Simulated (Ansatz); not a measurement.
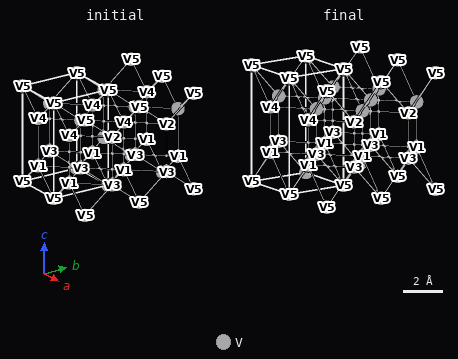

The structure of solid V (built on the K_65 type) (coarse preliminary run) before (left) and after (right) a relaxation, at one scale.

A ball-and-stick model of the cell of the calculation, repeated 2 × 2 × 1 with one cell outlined, seen slightly off an axis.

Case: K type (Cmmm, No. 65).

These are results of DFT PBE, scalar-relativistic, plane waves, PAW (Ansatz), not measurements. Settings: plane-wave cutoff 420 eV; k-point mesh 4 × 4 × 4; occupations gaussian; smearing width 0.1 eV; no spin polarisation; cell and atoms relaxed; force threshold 0.04 eV/Å; at most 70 steps.

### What changed between the two?

The energy falls by 1.912 eV per cell of the calculation in 11 accepted moves (13 points after the start). Largest force component: 0.94 eV/Å at the start, 0.0035 eV/Å at the end. The pressure goes from 5.52 to 0.07 GPa. The SCF was repeated twice at an unchanged geometry on a basis and grid sized afresh for the cell, which shifted the energy by 0.101 eV per cell of the calculation at most. The largest moves relative to the cell, 0.35 Å, are those of V1, V2, V3 and V4. V2 goes along −c. The volume changes by −5.4 %, with a = b 4.106 → 3.475 Å (−15.4 %), c 5.167 → 6.312 Å (+22.2 %), γ 112.4° → 90.0°. Among the contacts that change: V1–V4 2.584 → 3.862 Å, V1–V3 3.412 → 2.457 Å, V1–V5 2.426 → 2.597 Å, V1–V3 (another image) 2.286 → 2.457 Å. New bonds form: V1–V3 (3.41 → 2.46 Å), V2–V4 (3.41 → 2.46 Å). Among the angles between lasting bonds that change: V5–V1–V5 115.6° → 84.0°, V4–V1–V5 122.2° → 138.0°. The space group (tolerance 0.01 Å) goes from Cmmm (No. 65) to P4/mmm (No. 123).

Limits of the set-up: the k-point mesh is coarse for a cell with partly filled bands.
